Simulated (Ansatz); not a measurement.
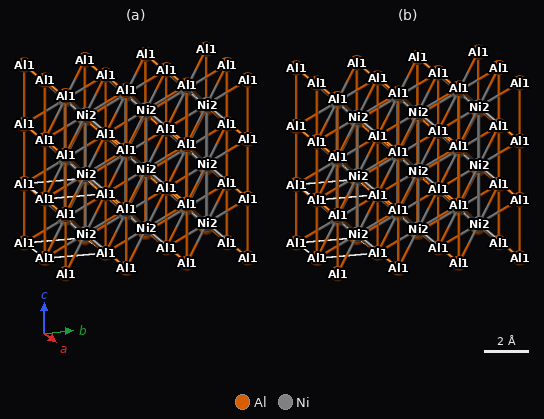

The structure of crystalline AlNi (set up in P4/mmm) before (left) and after (right) a relaxation, at one scale.

A ball-and-stick model of the cell of the calculation, repeated 2 × 3 × 3 with one cell outlined, seen slightly off an axis.

Case: biaxial strain in the a-b plane of +3.0 %; c and atoms relaxed.

Level of theory: Ansatz 0.2.0, DFT PBEsol, scalar-relativistic, plane waves, PAW.

The input:
```yaml
crystal:
  lattice:
    - [2.9443630884, 0.0, 0.0]
    - [0.0, 2.9443630884, 0.0]
    - [0.0, 0.0, 2.8177594527]
  atoms:
    - { symbol: Al, position: [0.0, 0.0, 0.0] }
    - { symbol: Ni, position: [0.5, 0.5, 0.5] }
basis:
  ecutwfc: 420
kpoints:
  mp_grid: { grid: [18, 18, 18] }
hamiltonian:
  xc: pbesol
scf:
  occupations: { method: gaussian, width: 0.1 }
output:
  forces: true
  stress: true
  eigenvalues: true
relax:
  adjacent_minimum: "off"
  f_tol: 0.008
  max_steps: 40
  cell: { stress_tol: 0.015, fix: [a, b, gamma] }
```

Launched with:
```bash
ansatz run input.yaml --threads 1 --pin off --max-ram 2560MiB --backend cpu --events-out ev --progress --plain --runs-dir out
```

### What changed between the two?

No atom moves by more than 0.005 Å relative to the cell. Cell: a = b unchanged at 2.944 Å, c 2.818 → 2.771 Å (−1.7 %). Volume −1.7 %. Among the contacts that change: Ni2–Ni2 2.818 → 2.771 Å, Al1–Al1 2.818 → 2.771 Å, Al1–Ni2 2.514 → 2.501 Å. The space group stays P4/mmm (No. 123). The energy falls by 5.0 meV per cell of the calculation in 3 accepted moves (4 points after the start). All forces vanish by symmetry, so only the cell relaxes. Pressure: −6.37 GPa at the start and −3.73 GPa at the end. The SCF was repeated once at an unchanged geometry on a basis and grid sized afresh for the cell, which shifted the energy by 0.1 meV per cell of the calculation at most. Cost: 65 s on 1 thread of Intel(R) Xeon(R) Platinum 8259CL CPU @ 2.50GHz (Skylake/Cascade Lake) (shared host), peak memory 0.55 GiB.
